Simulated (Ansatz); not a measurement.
System: NbC, space group Fm-3m (No. 225).

Structure:
```
Nb C
1.0
     0.00000    2.20000    2.20000
     2.20000    0.00000    2.20000
     2.20000    2.20000    0.00000
Nb C
1 1
Direct
  0.00000 0.00000 0.00000
  0.50000 0.50000 0.50000
```

Computed with Ansatz 0.2.0: periodic Kohn-Sham DFT of a crystal at fixed atoms, scaled to the stated factor times the given cell; pressure positive in compression. Level: PBE.

```csv
setting,value
method,frozen-core PAW
relativity,scalar
k mesh,14×14×14
occupations,Fermi–Dirac
smearing width,0.08 eV
wave cutoff,420 eV
PAW set,soft_2
```

V(given) is 10.65 Å³/atom.

What does the calculation give for the pressure against V/V(given)? The V/V(given) takes the values 0.94, 0.96, 0.98, 0.99, 1.01, 1.02, 1.04, 1.06.

The pressure falls from 46.0 GPa at V/V(given) 0.94 to −0.2 GPa at 1.06, and changes sign near 1.06. The volume at zero pressure from a fit of the pressures is 11.3 Å³/atom. The bulk modulus from that fit is 300 GPa.

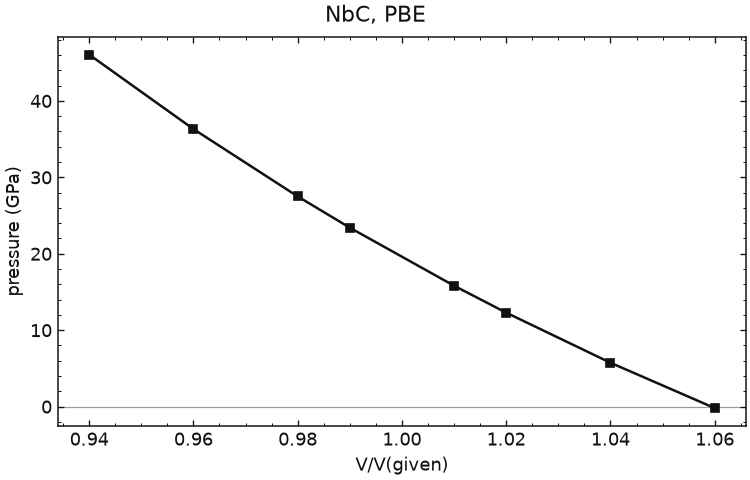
